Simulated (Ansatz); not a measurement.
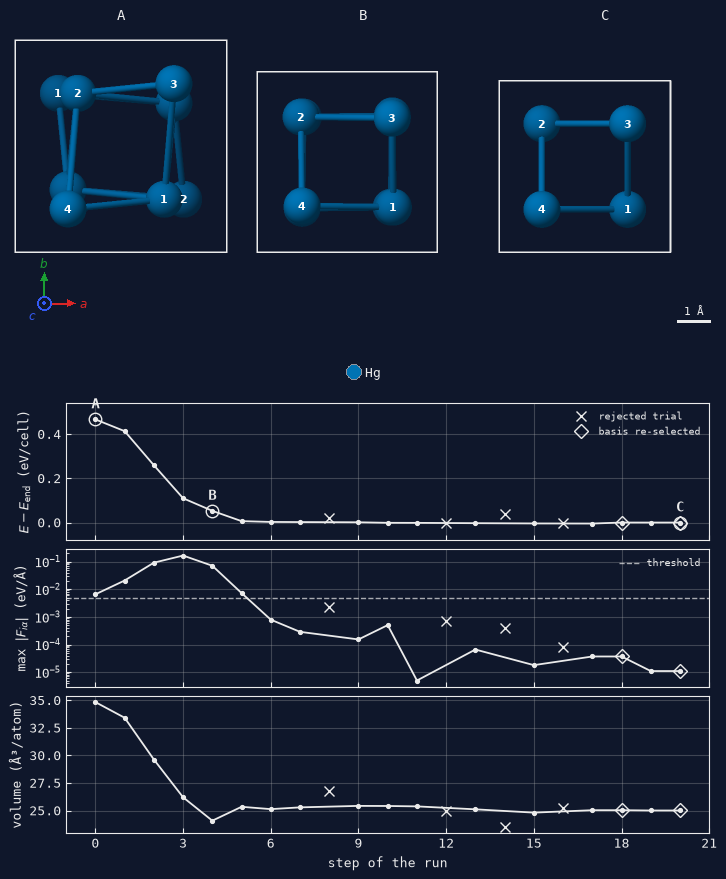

Frames of a relaxation of a crystal of Hg (set up in I-42d), marked on the history of the run. A ball-and-stick model of the conventional cell (2 times the calculation's cell), seen along the c axis. Lengths and directions refer to the drawn axes.

The calculation used DFT PBE+D3(BJ), scalar-relativistic, plane waves, PAW (Ansatz 0.2.0).

Input file:
```yaml
crystal:
  lattice:
    - [-3.227143, 3.227143, 3.344697]
    - [3.227143, -3.227143, 3.344697]
    - [3.227143, 3.227143, -3.344697]
  atoms:
    - { symbol: Hg, position: [0.875, 0.329267, 0.954267] }
    - { symbol: Hg, position: [0.375, 0.920733, 0.045733] }
    - { symbol: Hg, position: [0.670733, 0.625, 0.545733] }
    - { symbol: Hg, position: [0.079267, 0.125, 0.454267] }
basis:
  ecutwfc: 420
kpoints:
  mp_grid: { grid: [8, 8, 8] }
hamiltonian:
  xc: pbe
  dispersion: d3bj
scf:
  occupations: { method: gaussian, width: 0.01 }
output:
  forces: true
  stress: true
  eigenvalues: true
  write_density: true
  write_potential: true
  elf: true
  volumetric_format: npy
relax:
  adjacent_minimum: "off"
  f_tol: 0.005
  max_steps: 80
  cell: { stress_tol: 0.05 }
```

Launched with:
```bash
ansatz run input.yaml --threads 1 --pin off --max-ram 2560MiB --backend cpu --events-out ev --progress --plain --runs-dir out
```

Q: Describe the path.

A: The largest moves relative to the cell, 0.24 Å, are those of Hg1, Hg2, Hg3 and Hg4. Hg2 goes along −a. The drawn cell changes as follows: a = b 6.454 → 5.222 Å (−19.1 %), c 6.689 → 7.336 Å (+9.7 %); the volume changes by −28.2 %. Among the contacts that change: Hg1–Hg3 3.910 → 3.191 Å, Hg1–Hg2 3.396 → 3.668 Å, Hg1–Hg3 (another image) 3.388 → 3.191 Å. The space group (tolerance 0.01 Å) goes from I-42d (No. 122) to I4/mmm (No. 139). The energy falls by 0.467 eV per cell of the calculation in 14 accepted moves (20 points after the start). Largest force component: 0.0065 eV/Å at the start, under 0.0001 eV/Å at the end. The pressure goes from −1.38 to 0.01 GPa. The line search rejected the trial steps at points 8, 12, 14, 16 of the run. The SCF was repeated twice at an unchanged geometry on a basis and grid sized afresh for the cell, which shifted the energy by 4.6 meV per cell of the calculation at most. Cost: 6.6 min on 1 thread of Intel(R) Xeon(R) Platinum 8559C (Emerald Rapids) (shared host), peak memory 0.7 GiB. From step 0 to 4: Hg atoms move most (0.29 Å), volume −30.9 %, energy −0.414 eV per cell of the calculation. From step 4 to 20: Hg atoms move most (0.03 Å), volume +3.8 %, energy −53.0 meV per cell of the calculation.

| step | E − E(0), meV/atom | largest force component, eV/Å | pressure, GPa | volume, Å³/atom | note |
| --- | --- | --- | --- | --- | --- |
| 0 | 0.00 | 0.0065 | -1.38 | 34.833 |  |
| 1 | -13.27 | 0.0207 | -1.34 | 33.415 |  |
| 2 | -51.82 | 0.0912 | -1.32 | 29.629 |  |
| 3 | -89.20 | 0.1651 | -0.51 | 26.203 |  |
| 4 | -103.43 | 0.0706 | 1.36 | 24.082 |  |
| 5 | -115.06 | 0.0073 | -0.08 | 25.341 |  |
| 6 | -115.97 | 0.0008 | 0.20 | 25.130 |  |
| 7 | -116.13 | 0.0003 | 0.09 | 25.290 |  |
| 8 | -111.96 | 0.0022 | -1.02 | 26.778 | rejected |
| 9 | -116.36 | 0.0002 | -0.04 | 25.423 |  |
| 10 | -116.96 | 0.0005 | -0.03 | 25.415 |  |
| 11 | -117.02 | 0.0000 | -0.19 | 25.379 |  |
| 12 | -117.01 | 0.0007 | 0.11 | 24.924 | rejected |
| 13 | -117.38 | 0.0001 | -0.10 | 25.112 |  |
| 14 | -106.89 | 0.0004 | 2.61 | 23.502 | rejected |
| 15 | -117.68 | 0.0000 | 0.31 | 24.813 |  |
| 16 | -117.50 | 0.0001 | -0.29 | 25.258 | rejected |
| 17 | -117.80 | 0.0000 | 0.00 | 25.032 |  |
| 18 | -116.65 | 0.0000 | -0.03 | 25.032 | same geometry, new basis |
| 19 | -116.68 | 0.0000 | 0.01 | 25.006 |  |
| 20 | -116.67 | 0.0000 | 0.01 | 25.006 | same geometry, new basis |
